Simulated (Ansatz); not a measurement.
## SiC: geometry relaxation

SiC (Fm-3m, 2 atoms in the cell), computed with DFT PBEsol, scalar-relativistic, plane waves, PAW, no spin polarisation (Ansatz 0.2.0).

The structure was built on a prototype by a generator; it need not be a known phase. Figures and captions count atoms from 1; the log counts them from 0 in places.

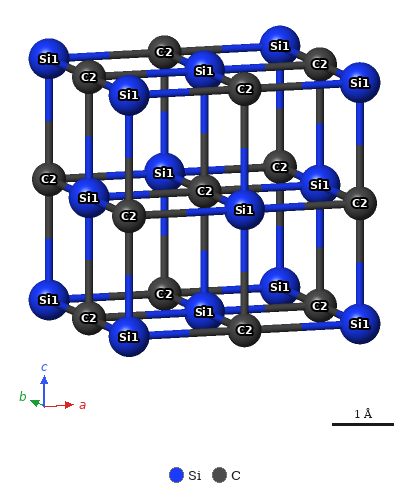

**Figure 1.** The structure as given in the input (ball-and-stick view of the cell 4 times as large as that of the calculation, set on its symmetry axes, seen slightly off an axis; atoms are numbered from 1 in the order of the input). Near neighbours in the crystal (not all of them lie inside the picture): Si has 6 C at 2.02 Å; C has 6 Si at 2.02 Å.

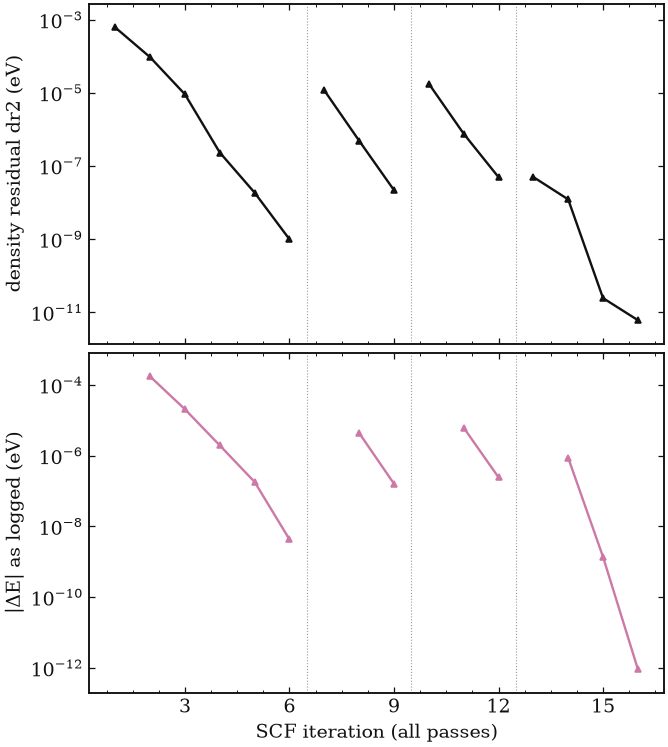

**Figure 2.** Convergence of the self-consistent field: density residual dr2 and size of the energy change against the SCF iteration. The dotted lines part the SCF passes of the relaxation: geometry steps, rejected trials and re-solves on a re-selected basis. The passes take 6, 3, 3 and 4 iterations.

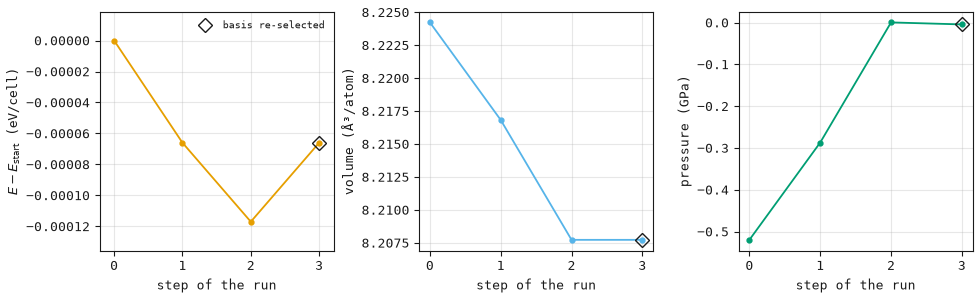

**Figure 3.** Progress of the relaxation, step by step (the first geometry is step 0 here and step 1 in the log). No atom moves by more than 0.005 Å relative to the cell. Cell: a = b = c 4.037 → 4.034 Å (−0.1 %). Volume −0.2 %. The space group stays Fm-3m (No. 225). The energy falls by 0.1 meV per cell of the calculation in 2 geometry steps. All forces vanish by symmetry, so only the cell relaxes. Pressure: −0.52 GPa at the start and 0.00 GPa at the end. A last SCF at the same geometry on a re-selected plane-wave basis shifts the energy by +0.1 meV per cell of the calculation.

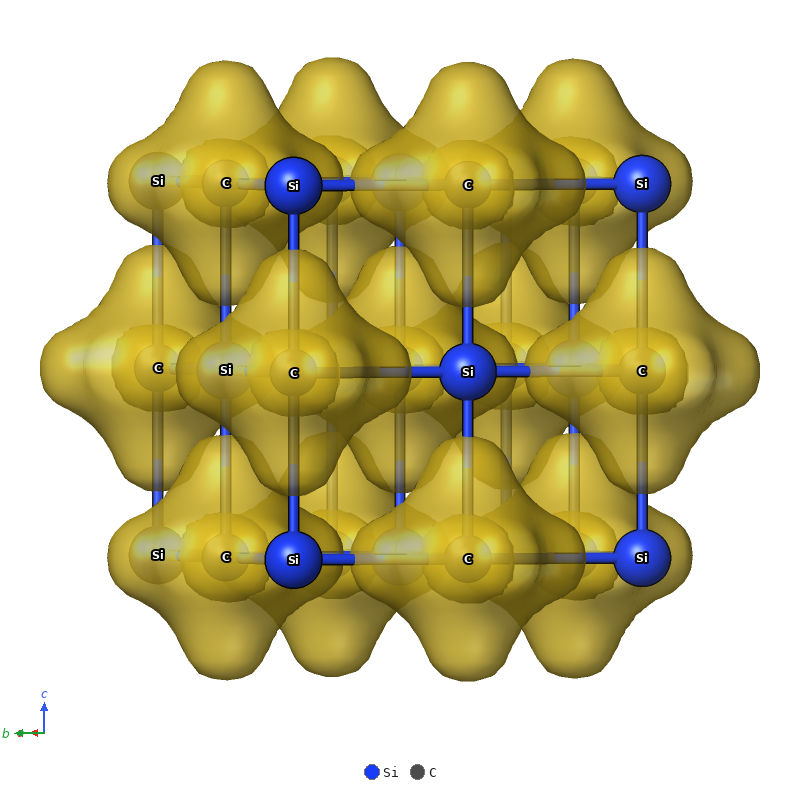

**Figure 4.** Isosurface of the ELF at 0.65 (yellow), seen at an oblique angle. Core shells and regions of very low density are left out. Sticks mark near contacts. The outline is the cell set on symmetry axes. Core electrons are frozen (PAW), so the fields are smoothed inside the atomic spheres.

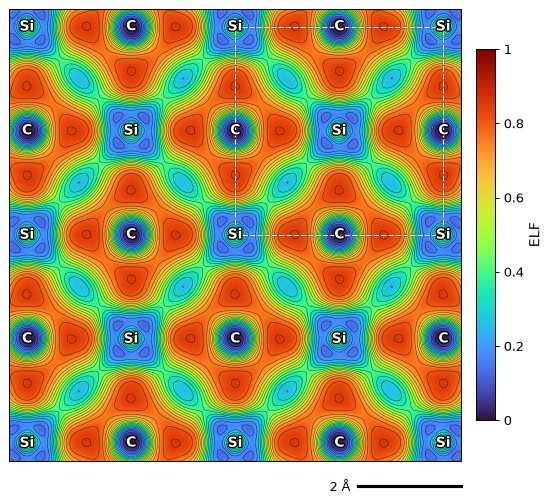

**Figure 5.** Electron localisation function on the (100) plane of the conventional cell. Atoms in the plane: Si and C.

The input and output of the run follow.

## The input
```yaml
crystal:
  lattice:
    - [0.0, 2.0185143777, 2.0185143777]
    - [2.0185143777, 0.0, 2.0185143777]
    - [2.0185143777, 2.0185143777, 0.0]
  atoms:
    - { symbol: Si, position: [0.0, 0.0, 0.0] }
    - { symbol: C, position: [0.5, 0.5, 0.5] }
basis:
  ecutwfc: 420
kpoints:
  mp_grid: { grid: [18, 18, 18] }
hamiltonian:
  xc: pbesol
scf:
  occupations: { method: gaussian, width: 0.1 }
output:
  forces: true
  stress: true
  eigenvalues: true
  write_density: true
  write_potential: true
  elf: true
  volumetric_format: npy
relax:
  adjacent_minimum: "off"
  f_tol: 0.005
  max_steps: 80
  cell: { stress_tol: 0.05 }
```

Launch command:
```bash
ansatz run input.yaml --threads 4 --pin off --max-ram 10240MiB --backend cpu --events-out ev --progress --plain --runs-dir out
```

## The program's output
```
Engine: ansatz 0.2.0, x86_64-unknown-linux-gnu
Pseudopotentials: kind: paw
Pseudopotential: Si, paw, valence charge 4, recommended cutoff 420 eV (normal), Si.paw.azcp
Pseudopotential: C, paw, valence charge 4, recommended cutoff 420 eV (normal), C.paw.azcp
Functional definition: PBEsol
  exchange = pbesol_x
  correlation = pbesol_c
Crystal: 2 atoms, lattice volume = 16.448 Å³
Basis set: ecut = 420 eV, 331 PW (Γ), exchange–correlation on 40×40×40 points (8 copies of the dense FFT grid, shifted against one another)
Bands: 8, of which v1, the nominal top of the filled ones, is band 4 counted from 1 (3 counted from 0)
Symmetry: 48 space group operations
Space group: Fm-3m (ITA 225), of the structure as read, at distance tolerance 2.5e-5 Å
k-points: 195 of 5832
Non-local potential: Si, projectors of the file, l = 0: 2, l = 1: 2, l = 2: 2
Non-local potential: C, projectors of the file, l = 0: 2, l = 1: 2, l = 2: 1
PAW form: soft (Blöchl's): semilocal exchange-correlation on the pseudo side does not see the compensation charge
PAW frozen core: Si, regenerated for the run's functional, and the local potential with it (the file was generated under x = pbe(κ = 0.804, μ = 0.2195149727645171), c = pbe(β = 0.06672455060314922))
PAW frozen core: C, regenerated for the run's functional, and the local potential with it (the file was generated under x = pbe(κ = 0.804, μ = 0.2195149727645171), c = pbe(β = 0.06672455060314922))
PAW one-centre angular grid: Si, 110 points (default); XC on 64 Gauss nodes
PAW one-centre angular grid: C, 110 points (default); XC on 64 Gauss nodes
Initial density: superposition of atomic densities (neutral atoms: chi_scale 0, normalization atom), corrected by the library's trained network
Initial wavefunctions: pseudopotential atomic-orbital guess
Functional: x = pbesol(κ = 0.804, μ = 0.12345679012345678), c = pbesol(β = 0.046)
SCF iter   1: F=—  HF=-867.397159 eV  |F-HF|=—  |Δ(HF+E_count)|=         —  Δρ=2.57e-3  dr2=6.10e-4  ethr=1.77e-3  ⟨swp⟩=5.2  Hψ=11934  notcnv=0
preconditioner: auto → none  [metal: Δε(μ)=0.017 eV  Ē_g=15.110 eV  σ=0.100 eV  W_gap=0.09  n_scr=0 (ndim 8)  ℏωp=25.9 eV  f_vac=0.000  D(μ)=0.29/eV (n_scr^D=0)]
SCF iter   2: F=—  HF=-867.396987 eV  |F-HF|=—  |Δ(HF+E_count)|=   1.72e-4  Δρ=1.20e-3  dr2=9.37e-5  ethr=7.63e-6  ⟨swp⟩=2.1  Hψ=3667  notcnv=0
SCF iter   3: F=—  HF=-867.397007 eV  |F-HF|=—  |Δ(HF+E_count)|=   2.03e-5  Δρ=3.33e-4  dr2=9.06e-6  ethr=1.17e-6  ⟨swp⟩=2.1  Hψ=2349  notcnv=0
SCF iter   4: F=—  HF=-867.397009 eV  |F-HF|=—  |Δ(HF+E_count)|=   1.93e-6  Δρ=5.48e-5  dr2=2.32e-7  ethr=1.13e-7  ⟨swp⟩=2.3  Hψ=2231  notcnv=0
iter 5 did not close the SCF: its close was put off for the readings that it lacked (scf_convergence_deferred on its scf_iter line)
SCF iter   5: F=-867.397009 eV  HF=-867.397009 eV  |F-HF|=1.28e-8  |Δ(HF+E_count)|=   1.79e-7  Δρ=1.08e-5  dr2=1.85e-8  ethr=2.90e-9  ⟨swp⟩=2.6  Hψ=2402  notcnv=0
SCF iter   6: F=-867.397009 eV  HF=-867.397009 eV  |F-HF|=6.17e-10  |Δ(HF+E_count)|=   4.25e-9  Δρ=2.60e-6  dr2=9.83e-10  ethr=2.31e-10  ⟨swp⟩=4.8  Hψ=7164  notcnv=0
SCF 1 converged in 6 iterations: F = -867.397009 eV  dr2 = 9.83e-10
  greatest PAW one-centre occupation: 0.644 electrons in one spin orbital (limit 2), on the C atom at site 1 (counted from 0), in its partial waves of l = 0
relax step   1: F+E_penalty+E_count = -867.39700923 eV  Δ(F+E_penalty+E_count) = +0.000e0 eV  max|allowed force component| = 1.512e-29 eV/Å  Δτ_max = 0.0000 Å  P = -0.520 GPa  Ω = 16.448 Å³  (6 SCF iters, dr2 threshold 1.00e-7 eV, accepted)
Crystal: 2 atoms, lattice volume = 16.434 Å³
Initial density: handed on by an earlier stage of this run
Initial wavefunctions: those handed on with the density
iter 1 solved again at ethr=1.45e-7 eV; its pass at ethr=3.10e-3 eV (dr2=1.16e-5 eV) is discarded
SCF iter   1: F=—  HF=-867.397080 eV  |F-HF|=—  |Δ(HF+E_count)|=         —  Δρ=2.52e-4  dr2=1.16e-5  ethr=1.45e-7  ⟨swp⟩=1.0  Hψ=11808  notcnv=0
preconditioner: auto → none  [metal: Δε(μ)=0.025 eV  Ē_g=15.115 eV  σ=0.100 eV  W_gap=0.14  n_scr=0 (ndim 8)  ℏωp=25.9 eV  f_vac=0.000  D(μ)=0.29/eV (n_scr^D=0)]
SCF iter   2: F=—  HF=-867.397075 eV  |F-HF|=—  |Δ(HF+E_count)|=   4.33e-6  Δρ=5.99e-5  dr2=4.87e-7  ethr=1.45e-7  ⟨swp⟩=2.3  Hψ=2233  notcnv=0
SCF iter   3: F=-867.397075 eV  HF=-867.397075 eV  |F-HF|=4.10e-9  |Δ(HF+E_count)|=   1.59e-7  Δρ=1.58e-5  dr2=2.17e-8  ethr=2.50e-9  ⟨swp⟩=8.9  Hψ=10405  notcnv=0
SCF 2 converged in 3 iterations: F = -867.397075 eV  dr2 = 2.17e-8
relax step   2: F+E_penalty+E_count = -867.39707503 eV  Δ(F+E_penalty+E_count) = -6.580e-5 eV  max|allowed force component| = 4.273e-30 eV/Å  Δτ_max = 0.0000 Å  P = -0.287 GPa  Ω = 16.434 Å³  energy of the carried Pulay correction = +2.854e-5 eV  (3 SCF iters, dr2 threshold 2.00e-7 eV, accepted)
Crystal: 2 atoms, lattice volume = 16.415 Å³
iter 1 solved again at ethr=2.21e-7 eV; its pass at ethr=3.10e-3 eV (dr2=1.77e-5 eV) is discarded
SCF iter   1: F=—  HF=-867.397133 eV  |F-HF|=—  |Δ(HF+E_count)|=         —  Δρ=3.10e-4  dr2=1.77e-5  ethr=2.21e-7  ⟨swp⟩=1.0  Hψ=11804  notcnv=0
preconditioner: auto → none  [metal: Δε(μ)=0.017 eV  Ē_g=15.128 eV  σ=0.100 eV  W_gap=0.10  n_scr=0 (ndim 8)  ℏωp=25.9 eV  f_vac=0.000  D(μ)=0.29/eV (n_scr^D=0)]
SCF iter   2: F=—  HF=-867.397127 eV  |F-HF|=—  |Δ(HF+E_count)|=   6.12e-6  Δρ=7.74e-5  dr2=7.58e-7  ethr=2.21e-7  ⟨swp⟩=2.3  Hψ=2241  notcnv=0
SCF iter   3: F=-867.397126 eV  HF=-867.397126 eV  |F-HF|=8.95e-9  |Δ(HF+E_count)|=   2.42e-7  Δρ=2.39e-5  dr2=4.91e-8  ethr=2.50e-9  ⟨swp⟩=8.9  Hψ=10694  notcnv=0
SCF 3 converged in 3 iterations: F = -867.397126 eV  dr2 = 4.91e-8
relax step   3: F+E_penalty+E_count = -867.39712641 eV  Δ(F+E_penalty+E_count) = -5.138e-5 eV  max|allowed force component| = 2.284e-30 eV/Å  Δτ_max = 0.0000 Å  P = +0.000 GPa  Ω = 16.415 Å³  energy of the carried Pulay correction = +6.366e-5 eV  (3 SCF iters, dr2 threshold 2.00e-7 eV, accepted)
Initial wavefunctions: pseudopotential atomic-orbital guess (no wavefunctions were taken with the density)
iter 1 solved again at ethr=1.46e-8 eV; its pass at ethr=3.10e-3 eV (dr2=1.17e-6 eV) is discarded
SCF iter   1: F=—  HF=-867.397076 eV  |F-HF|=—  |Δ(HF+E_count)|=         —  Δρ=2.44e-5  dr2=4.95e-8  ethr=1.46e-8  ⟨swp⟩=3.0  Hψ=16557  notcnv=0
preconditioner: auto → none  [metal: Δε(μ)=0.020 eV  Ē_g=15.127 eV  σ=0.100 eV  W_gap=0.11  n_scr=0 (ndim 8)  ℏωp=25.9 eV  f_vac=0.000  D(μ)=0.29/eV (n_scr^D=0)]
SCF iter   2: F=—  HF=-867.397075 eV  |F-HF|=—  |Δ(HF+E_count)|=   8.63e-7  Δρ=1.21e-5  dr2=1.21e-8  ethr=6.19e-10  ⟨swp⟩=1.0  Hψ=1560  notcnv=0
SCF iter   3: F=—  HF=-867.397075 eV  |F-HF|=—  |Δ(HF+E_count)|=   1.36e-9  Δρ=4.72e-7  dr2=2.42e-11  ethr=1.51e-10  ⟨swp⟩=2.0  Hψ=2299  notcnv=0
SCF iter   4: F=-867.397075 eV  HF=-867.397075 eV  |F-HF|=3.64e-12  |Δ(HF+E_count)|=  9.09e-13  Δρ=2.15e-7  dr2=6.03e-12  ethr=1.00e-12  ⟨swp⟩=5.3  Hψ=5930  notcnv=0
SCF 4 converged in 4 iterations: F = -867.397075 eV  dr2 = 6.03e-12
relax step   4: F+E_penalty+E_count = -867.39707503 eV  Δ(F+E_penalty+E_count) = +5.138e-5 eV  max|allowed force component| = 2.284e-30 eV/Å  Δτ_max = 0.0000 Å  P = -0.004 GPa  Ω = 16.415 Å³  stress off target by 4.35e-3 GPa  SCF on the basis re-selected at this cell (its energy is not comparable with the rows above)  (4 SCF iters)
basis re-selected at this cell: Δ(F+E_penalty+E_count) = +5.138e-5 eV, ΔP = -0.005 GPa vs the last step (what re-selecting the basis moved, of the pressure what is left beyond the Pulay correction that the steps carried, after the strain that the cell walked since its last selection, with what the two solves' SCF thresholds leave and, on support functions, any second-order correction that the steps lacked; it is no measure of the basis error at this ecutwfc). This SCF's stress stands 4.35e-3 GPa from its target on what of the cell is left free (relax.cell.stress_tol is 5.00e-2 GPa) and its largest allowed force component is 2.28e-30 eV/Å (relax.f_tol is 5.00e-3 eV/Å): within both
SCF converged after 4 iterations
Free energy (F): -867.397075 eV
Harris-Foulkes:  -867.397075 eV  (|F-HF|=3.64e-12)
Internal energy: -867.395635 eV  (E = F + TS)
E sigma→0 (E₀):  -867.396355 eV
Entropy (-TS):   -0.001440 eV (-0.720 meV/atom)
Fermi energy:    14.182326 eV
--- Per-component energies (eV) ---
  E_band       = 55.495388
  E_kinetic    = 139.945872
  E_local      = -52.052928  (includes V_loc(G=0)·N_el)
  E_nonlocal   = 49.879222
  E_hartree    = 19.054360
  E_xc         = -106.144340
  E_vxc        = -111.279688  (∫ρ·V_xc dr)
  E_paw        = -594.062790  (= ΣΔE_a)
  E_vpaw       = -9.105801  (= ΣTr[D̂ρ^β])
  E_aug_tail   = 0.000012  (compensation charges beyond the density's cutoff)
  E_ewald      = -324.067703
  E_core_change = 0.052661  (= ΣΔE_core)
  E_smearing   = -0.001440  (= −TS)
  E_closure    = -0.000000  (closes the sum)
  Σ components = -867.397075   (vs F -867.397075, Δ=0.00e0)
--- Forces (eV/Å), atoms counted from 1 ---
  atom   1  Si    -0.00000000    -0.00000000     0.00000000
  atom   2  C      0.00000000    -0.00000000     0.00000000
  max |Σ_I F_I| component: 3.85e-30 eV/Å
--- Stress (GPa, compression-positive) ---
       -0.004348       0.000000       0.000000
       -0.000000      -0.004348      -0.000000
        0.000000      -0.000000      -0.004348
  P = ⅓ Tr σ = -0.0043 GPa (-0.043 kbar)
--- Band table (eV; the first three rows and the last of 195) ---
  k-point 0: bands = ["-4.3568", "14.2477", "14.2477", "14.2477", "21.9274", "23.1014", "23.1014", "23.1014"]
  k-point 1: bands = ["-4.2810", "13.8156", "14.1982", "14.1982", "22.0612", "22.9927", "23.2381", "23.2381"]
  k-point 2: bands = ["-4.0542", "12.6993", "14.0641", "14.0641", "21.9254", "23.2787", "23.4701", "23.4701"]
  k-point 194: bands = ["3.3544", "5.8157", "6.6391", "7.1368", "18.6427", "22.5559", "22.8272", "25.1033"]
--- Relaxed structure (3 steps of the walk, 3 accepted, 1 SCFs on fresh bases) ---
  F+E_penalty+E_count = -867.39707503 eV   max|allowed force component| = 2.284e-30 eV/Å   (the final SCF, on the basis selected at the relaxed cell)
  cell:  # Å, volume = 16.4154 Å³
    - [3.261016136902187e-33, 2.017162586142538, 2.017162586142538]
    - [2.017162586142538, 5.471155720321639e-33, 2.017162586142538]
    - [2.017162586142538, 2.017162586142538, 2.2292033002408304e-33]
  atoms:
    - { symbol: Si, position: [1.242359880839169e-35, -1.3169014736891475e-35, -3.2301356901769454e-36] }
    - { symbol: C, position: [0.5, 0.5, 0.5] }
```

## Trajectory as extended XYZ (Å, eV, eV/Å), 4 frames, from step=1 to step=4
```
2
Lattice="0.0000 2.0185 2.0185 2.0185 0.0000 2.0185 2.0185 2.0185 0.0000" Properties=species:S:1:pos:R:3:forces:R:3 step=1 energy=-867.39701 pressure_GPa=-0.52
Si    0.0000    0.0000    0.0000    0.0000   0.0000   0.0000
C     2.0185    2.0185    2.0185    0.0000   0.0000   0.0000
2
Lattice="0.0000 2.0179 2.0179 2.0179 0.0000 2.0179 2.0179 2.0179 0.0000" Properties=species:S:1:pos:R:3:forces:R:3 step=2 energy=-867.39707 pressure_GPa=-0.29
Si    0.0000    0.0000    0.0000    0.0000   0.0000   0.0000
C     2.0179    2.0179    2.0179    0.0000   0.0000   0.0000
2
Lattice="0.0000 2.0172 2.0172 2.0172 0.0000 2.0172 2.0172 2.0172 0.0000" Properties=species:S:1:pos:R:3:forces:R:3 step=3 energy=-867.39713 pressure_GPa=0.00
Si    0.0000    0.0000    0.0000    0.0000   0.0000   0.0000
C     2.0172    2.0172    2.0172    0.0000   0.0000   0.0000
2
Lattice="0.0000 2.0172 2.0172 2.0172 0.0000 2.0172 2.0172 2.0172 0.0000" Properties=species:S:1:pos:R:3:forces:R:3 step=4 energy=-867.39707 pressure_GPa=-0.00
Si    0.0000    0.0000    0.0000    0.0000   0.0000   0.0000
C     2.0172    2.0172    2.0172    0.0000   0.0000   0.0000
```

## Results in brief

- outcome: converged
- space group (tolerance 0.01 Å): Fm-3m (225)
- electrons treated: 8
- free energy: −867.3971 eV
- Fermi energy: 14.182 eV
- gap on the k-point mesh: none (metallic)
- pressure: 0.00 GPa
- final volume: 16.42 Å³
- largest force (length of the vector) at the end: under 0.001 eV/Å
- final cell: a = 2.853 Å, b = 2.853 Å, c = 2.853 Å, α = 60.00°, β = 60.00°, γ = 60.00°
- hardware: 4 threads of AMD EPYC (Zen 5), 64 GiB of memory available, shared host
- wall time: 1 s (CPU time 3.2 s)
- peak memory: 0.39 GiB
